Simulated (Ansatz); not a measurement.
Structure of Bi:

```cif
data_structure
_symmetry_space_group_name_H-M 'P 1'
_symmetry_Int_Tables_number 1
_cell_length_a 3.3088
_cell_length_b 3.3088
_cell_length_c 3.3088
_cell_angle_alpha 90.000
_cell_angle_beta 90.000
_cell_angle_gamma 90.000
_cell_volume 36.22
loop_
_atom_site_label
_atom_site_type_symbol
_atom_site_fract_x
_atom_site_fract_y
_atom_site_fract_z
_atom_site_occupancy
Bi1 Bi 0.00000 0.00000 0.00000 1
```

Basis of the simulation: the input geometry of an electronic-structure calculation (not necessarily at equilibrium); the starting structure was generated, so it need not be a known form of this composition.

**Predict radii and indices of the first 5 visible rings (3 % of the strongest or more) for λ = 0.7107 Å and a flat detector at 330 mm.**

```json
{"ring": "1", "radius": "72.1 mm", "2θ (°)": "12.33", "d (Å)": "3.31", "hkl": "100"}
{"ring": "2", "radius": "103.9 mm", "2θ (°)": "17.47", "d (Å)": "2.34", "hkl": "110"}
{"ring": "3", "radius": "129.6 mm", "2θ (°)": "21.44", "d (Å)": "1.910", "hkl": "111"}
{"ring": "4", "radius": "152.5 mm", "2θ (°)": "24.81", "d (Å)": "1.654", "hkl": "200"}
{"ring": "5", "radius": "173.9 mm", "2θ (°)": "27.79", "d (Å)": "1.480", "hkl": "210"}
```

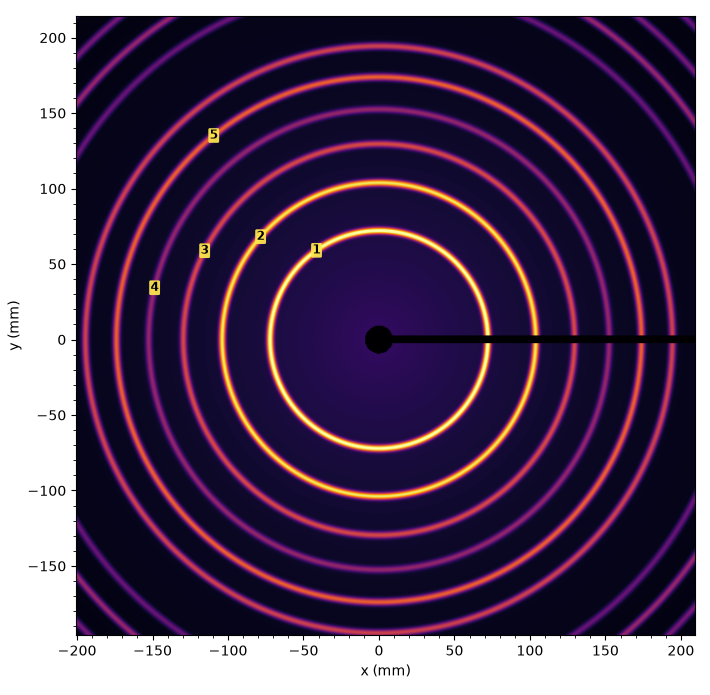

Simulated X-ray powder rings on a flat area detector normal to the beam: λ = 0.7107 Å, sample-to-detector distance 330 mm, axes in mm from the beam centre, for a fine-grained powder without texture. Kinematic intensities with B = 0.8 Å² for all atoms, without absorption; brightness goes as intensity to the power 0.5, clipped at the top. Reflections closer than the ring width show as one ring. The numbers mark the rings of the table.
